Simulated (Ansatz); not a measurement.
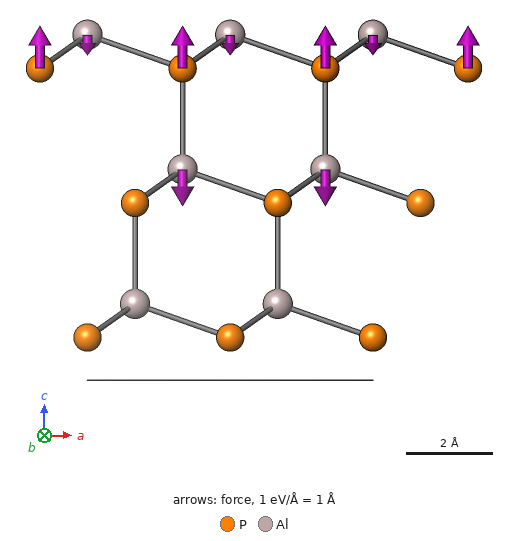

Starting geometry of a slab of composition AlP (cut from the F-43m phase) with the computed forces as purple arrows. A ball-and-stick model of the cell of the calculation, outlined in the plane, without the vacuum, seen along the b axis.

Case: clean slab, lower planes held. The slab is the (1 1 1) face of AlP. 12 atoms are held fixed.

These are results of DFT PBE+D3(BJ), scalar-relativistic, plane waves, PAW in Ansatz, not measurements.

The input:
```yaml
crystal:
  lattice:
    - [7.7102570176, 0.0, 0.0]
    - [-3.8551285088, 6.6772784469, 0.0]
    - [0.0, 0.0, 23.0823233045]
  atoms:
    - { symbol: P, position: [0.5, 0.0, 0.3465855622] }
    - { symbol: P, position: [0.5, 0.5, 0.3465855622] }
    - { symbol: P, position: [0.0, 0.0, 0.3465855622] }
    - { symbol: P, position: [0.0, 0.5, 0.3465855622] }
    - { symbol: Al, position: [0.1666666667, 0.8333333333, 0.3806776595] }
    - { symbol: Al, position: [0.1666666667, 0.3333333333, 0.3806776595] }
    - { symbol: Al, position: [0.6666666667, 0.8333333333, 0.3806776595] }
    - { symbol: Al, position: [0.6666666667, 0.3333333333, 0.3806776595] }
    - { symbol: P, position: [0.6666666667, 0.8333333333, 0.4829539514] }
    - { symbol: P, position: [0.6666666667, 0.3333333333, 0.4829539514] }
    - { symbol: P, position: [0.1666666667, 0.8333333333, 0.4829539514] }
    - { symbol: P, position: [0.1666666667, 0.3333333333, 0.4829539514] }
    - { symbol: Al, position: [0.3333333333, 0.6666666667, 0.5170460486] }
    - { symbol: Al, position: [0.3333333333, 0.1666666667, 0.5170460486] }
    - { symbol: Al, position: [0.8333333333, 0.6666666667, 0.5170460486] }
    - { symbol: Al, position: [0.8333333333, 0.1666666667, 0.5170460486] }
    - { symbol: P, position: [0.8333333333, 0.6666666667, 0.6193223405] }
    - { symbol: P, position: [0.8333333333, 0.1666666667, 0.6193223405] }
    - { symbol: P, position: [0.3333333333, 0.6666666667, 0.6193223405] }
    - { symbol: P, position: [0.3333333333, 0.1666666667, 0.6193223405] }
    - { symbol: Al, position: [0.5, 0.5, 0.6534144378] }
    - { symbol: Al, position: [0.5, 0.0, 0.6534144378] }
    - { symbol: Al, position: [0.0, 0.5, 0.6534144378] }
    - { symbol: Al, position: [0.0, 0.0, 0.6534144378] }
basis:
  ecutwfc: 420
kpoints:
  mp_grid: { grid: [3, 3, 1] }
hamiltonian:
  xc: pbe
  dispersion: d3bj
scf:
  occupations: { method: gaussian, width: 0.05 }
output:
  forces: true
  eigenvalues: true
  write_density: true
  write_potential: true
  elf: true
  volumetric_format: npy
relax:
  adjacent_minimum: "off"
  f_tol: 0.03
  max_steps: 70
  constraints: [{ sites: [0, 1, 2, 3, 4, 5, 6, 7, 8, 9, 10, 11] }]
efield:
  axis: 3
  dipole_correction: true
  ramp_width: 0.04
```

Launched with:
```bash
ansatz run input.yaml --threads 2 --pin off --max-ram 6144MiB --backend cpu --events-out ev --progress --plain --runs-dir out
```

Q: Is this structure relaxed? If not, where do the atoms go?

A: It isn't relaxed: the largest force vector, on P atoms, is 1.01 eV/Å. The final displacements follow the starting forces only in part (cosine between the two patterns 0.70). The largest moves, 0.15 Å, are those of Al21, Al22, Al23 and Al24. Al21 goes along the normal (−c). Largest moves by element: Al 0.15 Å, P 0.02 Å. The cell stays as it was. Near-neighbour distances that change, for instance: Al13–P19 2.361 → 2.478 Å, P17–Al21 2.361 → 2.310 Å, P10–Al14 2.361 → 2.330 Å. Bond angles that change, for instance: Al16–P18–Al22 109.5° → 105.5°, Al22–P18–Al23 109.5° → 113.1°, P17–Al23–P18 109.5° → 113.1°. Over 3 geometry steps the energy falls by 0.327 eV per cell of the calculation. The largest force component goes from 1 to 0.017 eV/Å. The run took 65 s on 2 threads of Arm Neoverse V1, with other jobs on the host, peak memory 1.3 GiB.
